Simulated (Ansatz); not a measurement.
System: Ba, space group Im-3m (No. 229), 1 atom in the cell.

```xyz
1
Lattice="-2.5000 2.5000 2.5000 2.5000 -2.5000 2.5000 2.5000 2.5000 -2.5000" Properties=species:S:1:pos:R:3 pbc="T T T"
Ba    0.0000    0.0000    0.0000
```

Computed with Ansatz: DFT, PBE, all-electron LAPW, scalar-relativistic, no spin polarisation, 10×10×10 k mesh, Fermi-Dirac smearing of 0.05 eV.

Predict the main features of the band structure. The path is Γ–H–N–Γ–P–H–P–N.

A metal: 2 bands cross the Fermi level along this path. The last band that the electron count would fill rises to 0.55 eV above the Fermi level at P, leaving holes there, and the next band dips to 0.54 eV below it at H, holding electrons: an overlap of 1.08 eV. Bands cross the Fermi level on Γ–H, H–N, Γ–P, P–H, H–P and P–N, and not on N–Γ. At N the nearest levels lie 0.88 eV below and 0.71 eV above the Fermi level.

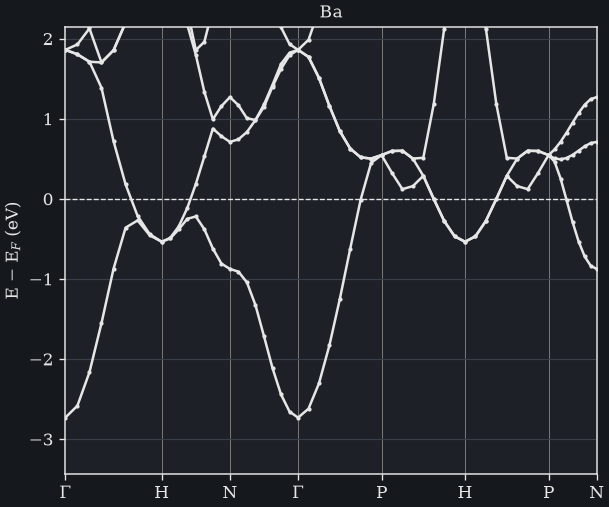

Band structure. Energies are counted from the Fermi level. The path runs straight from each named point to the next.
